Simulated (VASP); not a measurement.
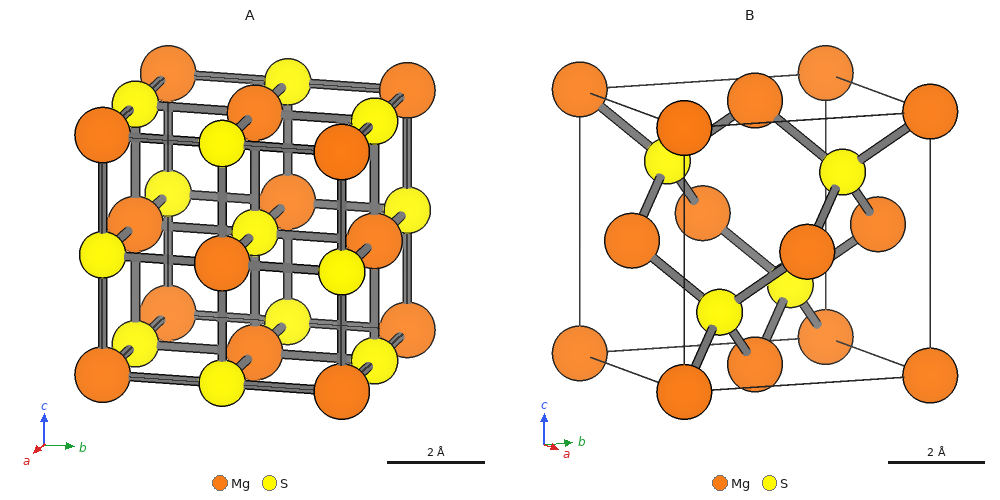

Two structures of MgS, each relaxed (cell and atoms) at zero pressure; conventional cells in solid outline, small ones repeated, each panel with its own scale. Alike in all runs: VASP 6.6.1; functional LDA; VASP's PAW LDA potentials, release 64 (S, Mg); cutoff 600 eV; occupations gaussian, width 0.02 eV; no spin polarisation; no spin-orbit coupling. The k meshes have like spacings.

> Name the structure in each panel.

A: rock salt (NaCl type), Fm-3m; B: zinc blende type, F-43m.

> Which of these is lowest in energy, and how far above it do the others lie?

A, then B (+99 meV/atom), static energies at zero smearing.

> Collect the results in a table.

| panel | space group | E − E(lowest) (meV/atom) | volume (Å³/atom) | gap (eV) |
| --- | --- | --- | --- | --- |
| A | Fm-3m | 0 | 16.8 | 2.66 |
| B | F-43m | 99 | 21.8 | 3.40 |

The starts are database entries or structure types tried for this composition, and the most stable form need not be among them. Gaps are the least found on the k-mesh, which can miss the band edges.

Caveat: semilocal functionals give gaps below the measured ones.
